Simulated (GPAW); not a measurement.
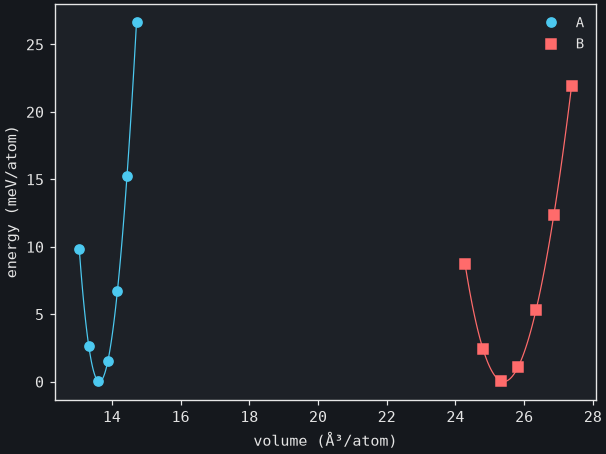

The figure compares two calculations of the energy against volume, each curve from its own zero. The first is for CaO, space group Fm-3m (No. 225).

The cell holds 2 atoms.

Method: PAW DFT in plane waves, on a grid or in atomic orbitals, no spin polarisation; energies at scaled volumes of the given cell, shape and fractions fixed, counted from the fit's minimum, third-order Birch-Murnaghan fit (GPAW 26.7.0). Level: PBEsol.

```
         setting                                                value
          k mesh                                             10×10×10
     occupations                                          Fermi–Dirac
  smearing width                                              0.05 eV
      potentials  PAW data sets made by gpaw setup for the functional
     wave cutoff                                               800 eV
program settings                                             basis pw
```

In the second, O is replaced by Se on all its sites, which gives CaSe in the same structure. The second calculation uses wave cutoff 600 eV and k mesh 8×8×8.

### Which of A and B is the second calculation, and what did the change do?

B. The equilibrium volume rises from 13.64 to 25.41 Å³/atom (+86 %) and the bulk modulus falls from 115 to 52 GPa (−55 %).

V0 and the bulk modulus come from third-order Birch–Murnaghan fits.
